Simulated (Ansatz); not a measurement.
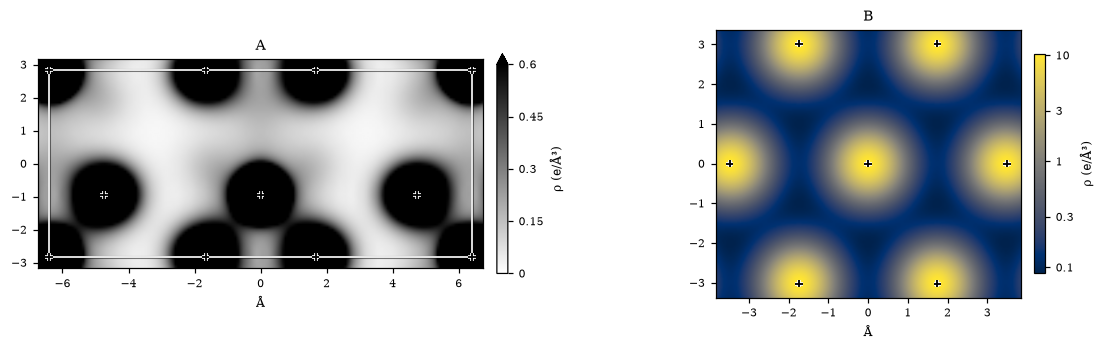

The valence electron density of 2 systems, each on a plane through atoms (crosses mark nuclei in the plane).

All numbers below come from Ansatz 0.2.0, DFT PBEsol, scalar-relativistic, plane waves, PAW.

System 1: MoSe2, the (110) plane of the conventional cell. Space group P6₃/mmc; changed on purpose from its base cell (volume × 0.97, shape and atoms relaxed); computed without spin polarisation.

```xyz
6
Lattice="3.2578 0.0000 0.0000 -1.6289 2.8213 0.0000 0.0000 0.0000 12.8022" Properties=species:S:1:pos:R:3 pbc="T T T"
Mo    0.0000    1.8809    3.2005
Mo    1.6289    0.9404    9.6016
Se    0.0000    1.8809    7.9354
Se    1.6289    0.9404    1.5343
Se    0.0000    1.8809   11.2678
Se    1.6289    0.9404    4.8667
```

System 2: Pb, the (111) plane of the conventional cell. Space group Fm-3m.

```
Pb
1.0
     4.93489    0.00000    0.00000
     0.00000    4.93489    0.00000
     0.00000    0.00000    4.93489
Pb
4
Direct
  0.00000 0.00000 0.00000
  0.50000 0.50000 0.00000
  0.50000 0.00000 0.50000
  0.00000 0.50000 0.50000
```

Match each panel to its system.

Panel A is system 1, MoSe2: the plane holds Mo and Se. Mo–Se (2.51 Å): ρ is about 0.54 e/Å³ halfway. Panel B is system 2, Pb: the plane holds Pb. Pb–Pb (3.49 Å): the density is about 0.12 e/Å³ at the midpoint.
